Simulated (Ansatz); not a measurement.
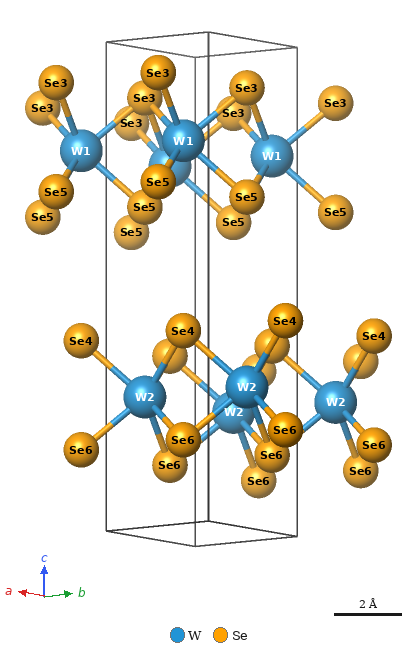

The starting point is solid WSe$_{2}$ (set up in P6_3/mmc). A ball-and-stick model of the cell of the calculation, repeated 2 × 2 × 1 with one cell outlined, seen from a free direction.

Method: DFT PBE, scalar-relativistic, plane waves, PAW (Ansatz). (plane-wave cutoff 420 eV; k-point mesh 12 × 12 × 2; occupations gaussian; smearing width 0.02 eV; no spin polarisation)

Change: Uniaxial strain along c, −3.0 %, is applied. The a and b axes and the atoms are relaxed.

**What does the calculation give for the changed structure?**

The energy changes by less than 1 meV per atom. The gap on the k-mesh: 1.46 eV before, 1.41 eV after. Cell: a = b 3.321 → 3.322 Å (0.0 %), c 15.044 → 14.593 Å (−3.0 %). Volume −3.0 %. The largest moves relative to the cell, 0.050 Å, are those of Se3, Se4, Se5 and Se6. Se3 goes along +c. W stays in place. The space group stays P6_3/mmc (No. 194).

The changed structure in the same view:

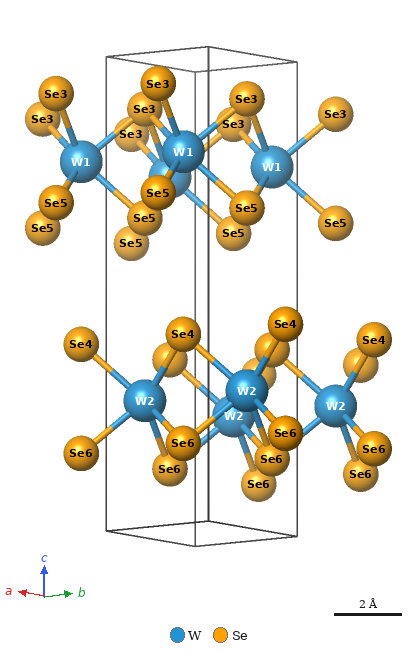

Limits of the set-up: layers or molecules are held without a dispersion correction, so their spacing is unreliable.
